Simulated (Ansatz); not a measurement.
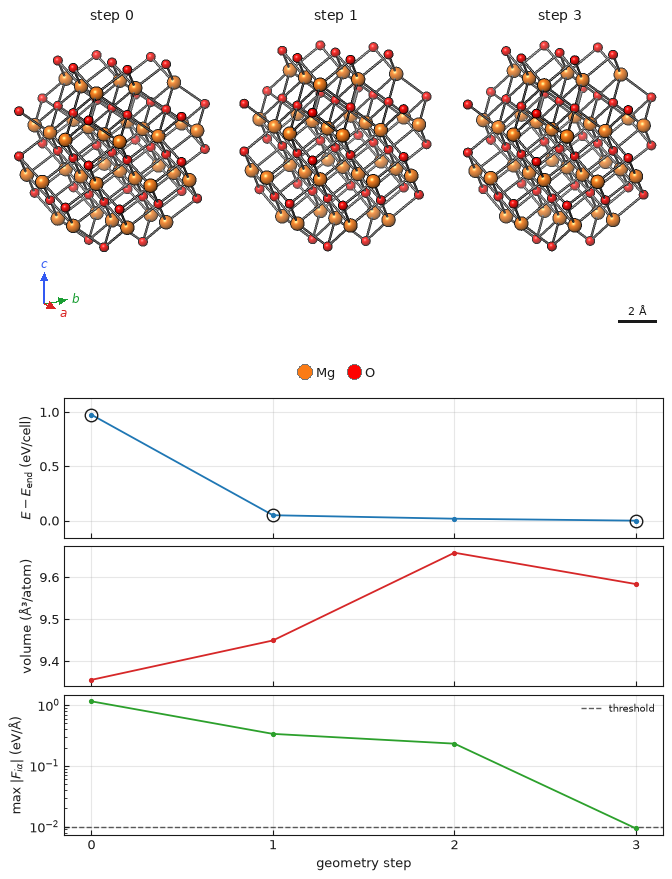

Frames of a relaxation of crystalline MgO (a generated structure, set up in P-6m2), marked on the history of the run. Style: ball-and-stick. Shown: the atoms within 5.8 Å of the atom that moves most (axes of the cell of the calculation), slightly off an axis.

Case: stacking ABACACACAC.

Level of theory: DFT PBEsol, scalar-relativistic, plane waves, PAW in Ansatz 0.2.0. Set-up: plane-wave cutoff 420 eV; k-point mesh 12 × 12 × 2; occupations gaussian; smearing width 0.02 eV; no spin polarisation; cell and atoms relaxed; force threshold 0.01 eV/Å; at most 45 steps.

Q: What happens along the run?

A: The run was cut off at its time limit before the program reported convergence, but its last step already meets the force threshold: the largest component is 0.0093 eV/Å against 0.01 eV/Å. The pressure is within 0.01 GPa of its target. The energy falls by 0.976 eV per cell of the calculation in 3 geometry steps. Largest force component: 1.2 eV/Å at the start, 0.0093 eV/Å at the end. Pressure: 5.86 GPa at the start and −0.01 GPa at the end. The largest moves relative to the cell, 0.11 Å, are those of O atoms. By element the largest moves are O 0.11 Å, Mg 0.09 Å. The drawn cell changes as follows: a = b 2.980 → 2.942 Å (−1.3 %), c 24.331 → 25.576 Å (+5.1 %); the volume changes by +2.4 %. Near-neighbour distances that change, for instance: Mg–O 2.107 → 2.136 Å, Mg–O 2.107 → 2.088 Å. Among the angles between lasting bonds that change: O–Mg–O 70.5° → 74.6°, O–Mg–O 90.0° → 87.0°, Mg–O–Mg 90.0° → 92.9°. The space group stays P-6m2 (No. 187). The run took 13 min on 1 thread of AMD EPYC (Zen 3), with other jobs on the host, peak memory 0.77 GiB. From step 0 to 1: O atoms move most (0.04 Å), volume +1.0 %, energy −0.926 eV per cell of the calculation. From step 1 to 3: O atoms move most (0.07 Å), volume +1.4 %, energy −50.1 meV per cell of the calculation.
